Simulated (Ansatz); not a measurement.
A structure file:

```
Pt
1.0
     2.67434    0.00000    0.00000
    -1.33717    2.31604    0.00000
     0.00000    0.00000    5.10651
Pt
2
Direct
  0.66667 0.33333 0.75000
  0.33333 0.66667 0.25000
```

What would you see if this were drawn?

The element is platinum. It is primitive hexagonal, space group P6_3/mmc (No. 194). In terms of structure types, this is hexagonal close-packed (Mg type). The cell holds two atoms. Neighbours within bonding distance: Pt 12.

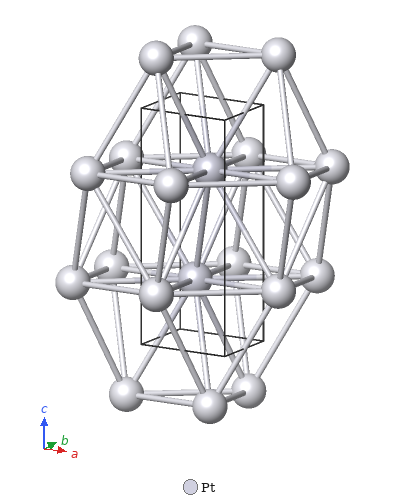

The image is a ball-and-stick drawing of a crystal, viewed slightly off an axis. Atoms at the boundary of the conventional unit cell (the box) are drawn once for each face, edge or corner they touch. Periodic images bonded to atoms of the box are shown as well, in fainter colours. Colours: platinum light grey.

The initial geometry was a structure listed in the Materials Project. The cell was then strained or its atoms displaced on purpose. An electronic-structure calculation with Ansatz was run on it.

At this level of theory the run's own cell isn't at rest (stretched, at -5 GPa), so its distances can differ from those at equilibrium, the more so the softer the solid.
